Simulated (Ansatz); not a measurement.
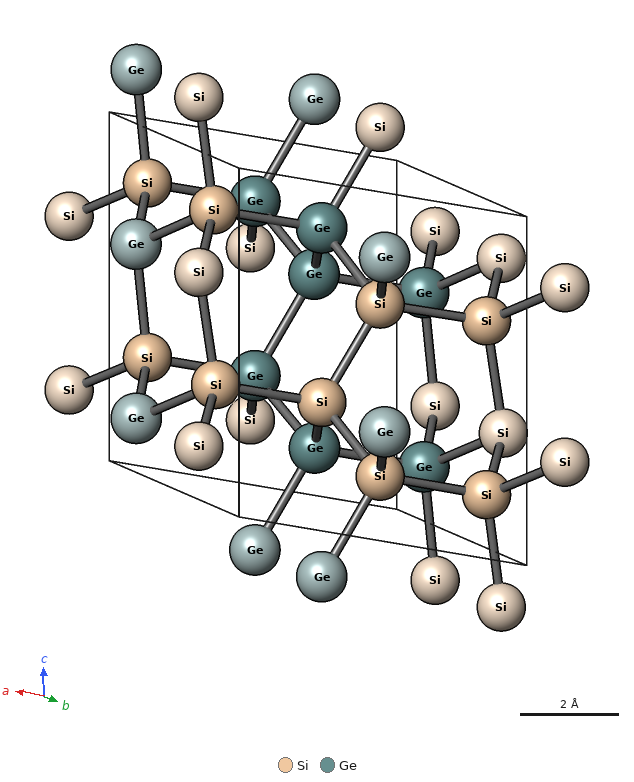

Figure 1. The structure as given in the input (ball-and-stick view of the cell of the calculation, seen at an oblique angle; neighbours outside the cell are drawn fainter).

Ge₇Si₉: single-point calculation

System: Ge₇Si₉ (16 atoms in the cell).
Method: DFT PBEsol, scalar-relativistic, plane waves, PAW, no spin polarisation (Ansatz 0.2.0).

The structure was built on a prototype by a generator; it need not be a known phase.

**Output**
```
scf.n_extra_bands = 11 over 67 filled bands (N_el = 134.0): the run solves 78 bands
Engine: ansatz 0.2.0, aarch64-unknown-linux-gnu
Pseudopotentials: kind: paw
Pseudopotential: Si, paw, valence charge 4, recommended cutoff 420 eV (normal), Si.paw.azcp
Pseudopotential: Ge, paw, valence charge 14, recommended cutoff 420 eV (normal), Ge.paw.azcp
Functional definition: PBEsol
  exchange = pbesol_x
  correlation = pbesol_c
Crystal: 16 atoms, lattice volume = 337.629 Å³
Basis set: ecut = 420 eV, 6567 PW (Γ), exchange–correlation on 90×108×108 points (8 copies of the dense FFT grid, shifted against one another)
Bands: 78, of which v1, the nominal top of the filled ones, is band 67 counted from 1 (66 counted from 0)
Symmetry: 2 space group operations
Space group: Cm (ITA 8), of the structure as read, at distance tolerance 7.0e-5 Å
k-points: 68 of 216 (time reversal used)
Non-local potential: Si, projectors of the file, l = 0: 2, l = 1: 2, l = 2: 2
Non-local potential: Ge, projectors of the file, l = 0: 2, l = 1: 2, l = 2: 3, l = 3: 1
PAW form: soft (Blöchl's): semilocal exchange-correlation on the pseudo side does not see the compensation charge
PAW frozen core: Si, regenerated for the run's functional, and the local potential with it (the file was generated under x = pbe(κ = 0.804, μ = 0.2195149727645171), c = pbe(β = 0.06672455060314922))
PAW frozen core: Ge, regenerated for the run's functional, and the local potential with it (the file was generated under x = pbe(κ = 0.804, μ = 0.2195149727645171), c = pbe(β = 0.06672455060314922))
PAW one-centre angular grid: Si, 110 points (default); XC on 64 Gauss nodes
PAW one-centre angular grid: Ge, 590 points (default); XC on 64 Gauss nodes
Initial density: superposition of atomic densities (neutral atoms: chi_scale 0, normalization atom), corrected by the library's trained network
Initial wavefunctions: pseudopotential atomic-orbital guess
Functional: x = pbesol(κ = 0.804, μ = 0.12345679012345678), c = pbesol(β = 0.046)
SCF iter   1: F=—  HF=-35367.549881 eV  |F-HF|=—  |Δ(HF+E_count)|=         —  Δρ=2.57e-3  dr2=3.14e-2  ethr=1.77e-3  ⟨swp⟩=6.9  Hψ=20736  notcnv=0  defer=9
preconditioner: auto → Resta (q_TF=auto, 2.339 Å⁻¹)  ε∞=5.6  [insulator: Δε(μ)=0.083 eV  Ē_g=7.498 eV  σ=0.010 eV  W_gap=1.00  n_scr=70 (ndim 8)  ℏωp=16.2 eV  f_vac=0.007  D(μ)=0.00/eV (n_scr^D=0)  ε∞_Penn≈5.6]
SCF iter   2: F=—  HF=-35367.539876 eV  |F-HF|=—  |Δ(HF+E_count)|=   1.00e-2  Δρ=1.52e-3  dr2=1.02e-2  ethr=2.34e-5  ⟨swp⟩=2.3  Hψ=7093  notcnv=0  defer=344
SCF iter   3: F=—  HF=-35367.538388 eV  |F-HF|=—  |Δ(HF+E_count)|=   1.49e-3  Δρ=4.86e-4  dr2=5.24e-4  ethr=7.61e-6  ⟨swp⟩=2.4  Hψ=9989  notcnv=0  defer=344
SCF iter   4: F=—  HF=-35367.537966 eV  |F-HF|=—  |Δ(HF+E_count)|=   4.21e-4  Δρ=1.48e-4  dr2=1.33e-4  ethr=3.91e-7  ⟨swp⟩=2.0  Hψ=9540  notcnv=0  defer=344
SCF iter   5: F=—  HF=-35367.537981 eV  |F-HF|=—  |Δ(HF+E_count)|=   1.48e-5  Δρ=6.03e-5  dr2=2.06e-5  ethr=9.91e-8  ⟨swp⟩=2.9  Hψ=9561  notcnv=0  defer=344
SCF iter   6: F=—  HF=-35367.538052 eV  |F-HF|=—  |Δ(HF+E_count)|=   7.09e-5  Δρ=1.47e-5  dr2=9.35e-7  ethr=1.54e-8  ⟨swp⟩=2.0  Hψ=9516  notcnv=0  defer=344
SCF iter   7: F=—  HF=-35367.538053 eV  |F-HF|=—  |Δ(HF+E_count)|=   1.10e-6  Δρ=6.48e-6  dr2=1.25e-7  ethr=6.97e-10  ⟨swp⟩=2.0  Hψ=9516  notcnv=0  defer=344
SCF iter   8: F=-35367.538053 eV  HF=-35367.538053 eV  |F-HF|=1.16e-8  |Δ(HF+E_count)|=   4.82e-8  Δρ=2.12e-6  dr2=1.69e-8  ethr=7.46e-11  ⟨swp⟩=10.2  Hψ=21329  notcnv=0
SCF 1 converged in 8 iterations: F = -35367.538053 eV  dr2 = 1.69e-8
  greatest PAW one-centre occupation: 0.998 electrons in one spin orbital (limit 2), on the Ge atom at site 5 (counted from 0), in its partial waves of l = 2
NSCF: frozen V_eff on 2 k-points
SCF converged after 8 iterations
Free energy (F): -35367.538053 eV
Harris-Foulkes:  -35367.538053 eV  (|F-HF|=1.16e-8)
Internal energy: -35367.538053 eV  (E = F + TS)
E sigma→0 (E₀):  -35367.538053 eV
Fermi energy:    7.588819 eV
--- Per-component energies (eV) ---
  E_band       = -1072.505519
  E_kinetic    = 1143.661723
  E_local      = -20999.453754  (includes V_loc(G=0)·N_el)
  E_nonlocal   = 3177.485167
  E_hartree    = 9350.597334
  E_xc         = -1017.010195
  E_vxc        = -874.902944  (∫ρ·V_xc dr)
  E_paw        = -18346.750574  (= ΣΔE_a)
  E_vpaw       = -2220.501015  (= ΣTr[D̂ρ^β])
  E_aug_tail   = 0.002204  (compensation charges beyond the density's cutoff)
  E_ewald      = -8682.779557
  E_core_change = 6.709599  (= ΣΔE_core)
  E_smearing   = -0.000000  (= −TS)
  E_closure    = -0.000000  (closes the sum)
  Σ components = -35367.538053   (vs F -35367.538053, Δ=0.00e0)
--- Forces (eV/Å), atoms counted from 1 ---
  atom   1  Si    -0.00006108     0.00013476    -0.00011062
  atom   2  Si     0.00008616    -0.00012028    -0.00011062
  atom   3  Si     0.00032099     0.00018532     0.00002864
  atom   4  Si    -0.00041829    -0.00024150    -0.00017398
  atom   5  Ge     0.00019428     0.00011217    -0.00005302
  atom   6  Ge    -0.00029392    -0.00016970     0.00033272
  atom   7  Si    -0.00020345    -0.00014568    -0.00023797
  atom   8  Si    -0.00022789    -0.00010335    -0.00023797
  atom   9  Ge     0.00046843     0.00011909     0.00031733
  atom  10  Ge     0.00033735     0.00034613     0.00031733
  atom  11  Ge    -0.00080349    -0.00046389     0.00000756
  atom  12  Si     0.00097927     0.00056538     0.00024359
  atom  13  Ge    -0.00045094    -0.00026035    -0.00027552
  atom  14  Ge     0.00037136     0.00021440    -0.00024898
  atom  15  Si    -0.00006335    -0.00023403     0.00010105
  atom  16  Si    -0.00023435     0.00006215     0.00010105
  max |Σ_I F_I| component: 1.09e-6 eV/Å
--- Stress (GPa, compression-positive) ---
        0.002013      -0.000368      -0.000474
       -0.000368       0.002438      -0.000274
       -0.000474      -0.000274       0.001431
  P = ⅓ Tr σ = 0.0020 GPa (0.020 kbar)
--- Band table (eV; the first three rows and the last of 68) ---
  k-point 0: bands = ["-17.2538", "-17.2538", "-17.2427", "-17.2333", "-17.2179", "-17.1786", "-17.1601", "-17.1516", "-17.1487", "-17.1370", "-17.1012", "-17.1003", "-17.0902", "-17.0894", "-17.0823", "-17.0787", "-17.0781", "-17.0749", "-17.0732", "-17.0665", "-17.0641", "-17.0574", "-17.0518", "-17.0459", "-17.0357", "-17.0266", "-17.0050", "-17.0045", "-16.9811", "-16.9731", "-16.9677", "-16.9479", "-16.9463", "-16.9243", "-16.9079", "-5.1521", "-3.1922", "-2.9817", "-2.9108", "-2.9042", "-1.5730", "-1.3665", "-1.2653", "-0.8342", "-0.6055", "-0.4754", "0.0089", "0.9422", "1.1288", "1.2800", "2.6965", "2.7212", "2.7468", "4.2852", "4.3043", "4.3371", "4.4471", "4.4647", "4.4691", "5.8746", "5.8782", "5.9590", "5.9701", "6.0346", "7.1367", "7.5008", "7.5466", "7.6310", "7.7767", "7.9048", "7.9413", "9.0641", "9.2344", "9.4540", "9.5300", "9.6291", "9.7150", "10.1239"]
  k-point 1: bands = ["-17.2563", "-17.2545", "-17.2428", "-17.2323", "-17.2187", "-17.1772", "-17.1565", "-17.1512", "-17.1488", "-17.1356", "-17.1011", "-17.1001", "-17.0904", "-17.0893", "-17.0816", "-17.0789", "-17.0783", "-17.0750", "-17.0734", "-17.0666", "-17.0641", "-17.0573", "-17.0525", "-17.0454", "-17.0416", "-17.0217", "-17.0068", "-17.0030", "-16.9811", "-16.9764", "-16.9689", "-16.9517", "-16.9459", "-16.9199", "-16.9067", "-5.0738", "-3.4315", "-3.0657", "-2.9727", "-2.8376", "-1.4502", "-1.3016", "-1.1180", "-0.8873", "-0.6527", "-0.5802", "0.0460", "1.1560", "1.2764", "1.6917", "2.5732", "2.7106", "2.7264", "3.9544", "3.9645", "4.3884", "4.5210", "4.5313", "4.7571", "5.1501", "5.5660", "5.5966", "5.7339", "6.0578", "6.6810", "7.0085", "7.3546", "7.8334", "8.3290", "8.4178", "8.5217", "9.4026", "9.4782", "9.5712", "9.6997", "9.7725", "9.9059", "10.0669"]
  k-point 2: bands = ["-17.2591", "-17.2573", "-17.2428", "-17.2311", "-17.2198", "-17.1747", "-17.1515", "-17.1503", "-17.1458", "-17.1337", "-17.1009", "-17.0995", "-17.0909", "-17.0891", "-17.0805", "-17.0791", "-17.0785", "-17.0752", "-17.0739", "-17.0665", "-17.0641", "-17.0573", "-17.0536", "-17.0508", "-17.0441", "-17.0138", "-17.0083", "-17.0020", "-16.9867", "-16.9812", "-16.9693", "-16.9559", "-16.9461", "-16.9124", "-16.9055", "-4.8415", "-3.9613", "-3.1573", "-3.0396", "-2.6112", "-1.7228", "-1.2358", "-1.0723", "-0.7291", "-0.6846", "-0.2578", "0.1194", "1.4691", "1.5774", "2.4929", "2.6769", "2.7181", "2.7576", "3.3454", "3.3583", "3.9515", "4.5947", "4.6929", "4.7107", "4.9254", "4.9623", "5.3338", "5.3535", "5.3662", "6.2587", "6.6228", "6.9881", "8.0702", "8.6097", "9.1263", "9.1441", "9.6407", "9.6798", "9.7058", "9.8365", "10.3697", "10.5023", "10.5783"]
  k-point 67: bands = ["-17.2541", "-17.2521", "-17.2418", "-17.2319", "-17.2186", "-17.1780", "-17.1597", "-17.1498", "-17.1470", "-17.1357", "-17.1000", "-17.0995", "-17.0884", "-17.0877", "-17.0835", "-17.0802", "-17.0794", "-17.0752", "-17.0736", "-17.0656", "-17.0652", "-17.0590", "-17.0554", "-17.0473", "-17.0356", "-17.0269", "-17.0054", "-17.0047", "-16.9791", "-16.9735", "-16.9677", "-16.9483", "-16.9467", "-16.9262", "-16.9086", "-3.9949", "-3.7187", "-3.5953", "-3.3487", "-2.7176", "-2.5167", "-2.4259", "-2.1245", "0.0829", "0.3430", "0.4143", "0.6479", "1.7732", "2.1088", "2.2749", "2.3915", "3.4423", "3.4824", "3.5642", "3.6019", "4.3733", "4.4372", "4.5340", "4.6630", "4.9424", "5.0438", "5.1624", "5.3397", "5.3434", "5.4707", "5.6268", "5.9151", "8.5611", "8.6175", "8.9233", "9.0082", "9.0172", "9.0737", "9.1968", "9.2817", "10.7020", "10.8353", "10.9728"]
```

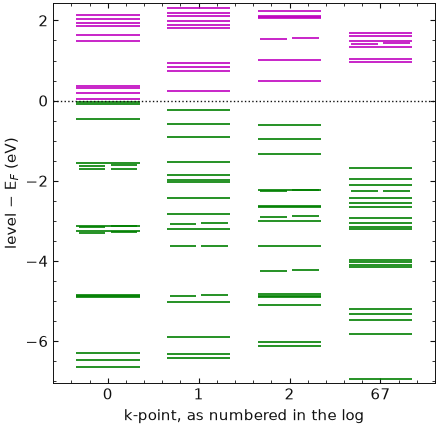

Figure 2. Kohn–Sham levels near the Fermi level (dotted) at the few k-points that the log prints; levels within 0.02 eV of each other stand side by side. Among these points the highest filled and lowest empty levels are 0.08 eV apart, which is the gap on the mesh.

This output came from the following input.

**The input**
```yaml
crystal:
  lattice:
    - [-0.0004036824, -0.0002330661, -6.4311144909]
    - [-3.8934887153, -6.7428233226, -0.0004890628]
    - [-3.892711933, 6.7423748414, 0.0]
  atoms:
    - { symbol: Si, position: [0.9397841031, 0.1610086507, 0.8307190363] }
    - { symbol: Si, position: [0.9397841031, 0.1610086507, 0.3302896144] }
    - { symbol: Si, position: [0.9404664558, 0.672409683, 0.8362048415] }
    - { symbol: Si, position: [0.9333973833, 0.6723901892, 0.3361950946] }
    - { symbol: Ge, position: [0.4390448341, 0.3382958373, 0.1691479187] }
    - { symbol: Ge, position: [0.4386007857, 0.3340414045, 0.6670207022] }
    - { symbol: Si, position: [0.4328052954, 0.8305956522, 0.1685355275] }
    - { symbol: Si, position: [0.4328052954, 0.8305956522, 0.6620601247] }
    - { symbol: Ge, position: [0.5660704647, 0.1604087696, 0.8304311421] }
    - { symbol: Ge, position: [0.5660704647, 0.1604087696, 0.3299776274] }
    - { symbol: Ge, position: [0.5650913499, 0.6731330153, 0.8365665077] }
    - { symbol: Si, position: [0.5639338506, 0.6724225869, 0.3362112934] }
    - { symbol: Ge, position: [0.0571672698, 0.3350732278, 0.1675366139] }
    - { symbol: Ge, position: [0.0575000468, 0.3337711876, 0.6668855938] }
    - { symbol: Si, position: [0.0637391489, 0.8322183617, 0.1670365725] }
    - { symbol: Si, position: [0.0637391489, 0.8322183617, 0.6651817892] }
basis:
  ecutwfc: 420
kpoints:
  mp_grid: { grid: [6, 6, 6] }
  band_path: { path: [[0.0, 0.0, 0.0], [0.05, 0.0, 0.0]], npoints: 1 }
hamiltonian:
  xc: pbesol
scf:
  occupations: { method: gaussian, width: 0.01 }
  n_extra_bands: 11
output:
  forces: true
  stress: true
  eigenvalues: true
```

Run as:
```bash
ansatz run input.yaml --threads 4 --pin off --max-ram 10240MiB --backend cpu --events-out ev --progress --plain --runs-dir out
```

**Key numbers**

| quantity | value |
| --- | --- |
| outcome | converged |
| space group (tolerance 0.01 Å) | Cm (8) |
| electrons treated | 134 |
| free energy | −35367.5381 eV |
| Fermi energy | 7.589 eV |
| gap on the k-point mesh | 0.08 eV |
| gap on the band path | 0.08 eV |
| pressure | 0.00 GPa |
| largest force (length of the vector) | 0.001 eV/Å |
| hardware | 4 threads of Arm Neoverse N1, 54 GiB of memory available, shared host |
| wall time | 2 min (CPU time 7.8 min) |
| peak memory | 1.5 GiB |
